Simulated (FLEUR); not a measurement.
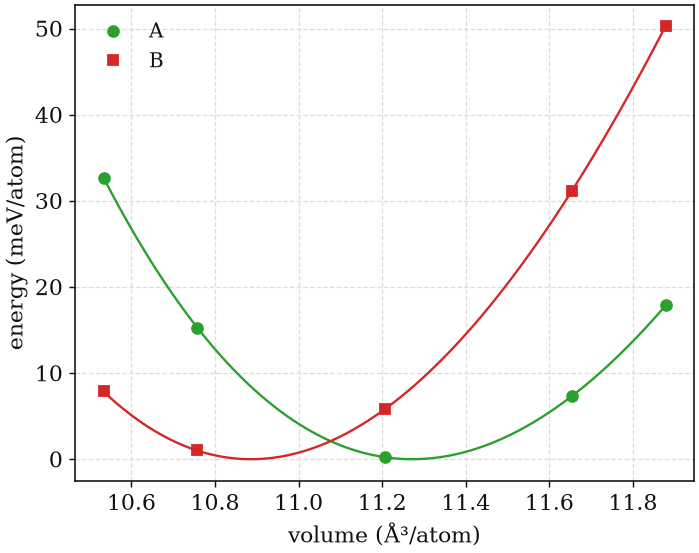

The picture above shows the energy against volume, with one curve for each functional, for AlCo (space group Pm-3m). The labels are replaced by letters. In alphabetical order the cases are: LDA; WC.

Calculation (FLEUR MaX-R8.1 (later development tree)): all-electron LAPW DFT, collinear spins; energies at scaled volumes of the given cell, shape and fractions fixed, counted from the fit's minimum, third-order Birch-Murnaghan fit. All runs: collinear spin.

k mesh 9×9×9; occupations Fermi–Dirac; smearing width 0.05 eV; potentials all electron.

Which letter stands for which functional?

Answer. A: WC; B: LDA.
